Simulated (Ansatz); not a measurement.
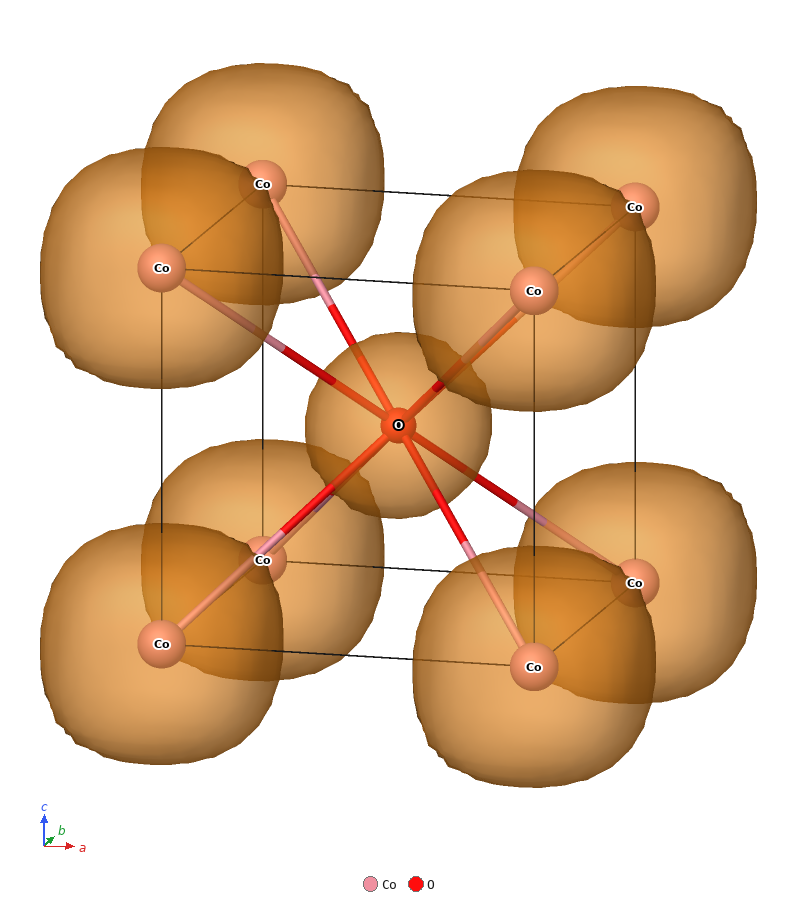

CoO. Isosurfaces of the spin density at +0.15 (orange) and −0.15 e/Å³ (purple), seen at an oblique angle. Sticks mark near contacts.

Space group Pm-3m; a generated structure, not necessarily the stable one; built by placing these elements on a known structure type; computed pressure about −9 GPa in this cell; spin-polarised.

These are results of Ansatz 0.2.0, Kohn-Sham DFT of a periodic cell, LDA, Ansatz PAW, not measurements.

The density is the valence pseudo-density of a PAW calculation; it isn't the true density close to the nuclei.

```
CELL_PARAMETERS angstrom
2.57053 0.00000 0.00000
0.00000 2.57053 0.00000
0.00000 0.00000 2.57053
ATOMIC_POSITIONS crystal
Co 0.00000 0.00000 0.00000
O 0.50000 0.50000 0.50000
```

Where is the spin, and how is it ordered?

Answer. The spin density sits on Co: +2.4 μB in one cell of 2 atoms, with smaller moments on other sites: O (up to +0.50 μB): parallel moments, as they must be, since the calculation's own cell holds one magnetic site. The cell of the calculation (2 atoms) carries 3.0 μB of net spin moment. Only one sign reaches the isovalue.
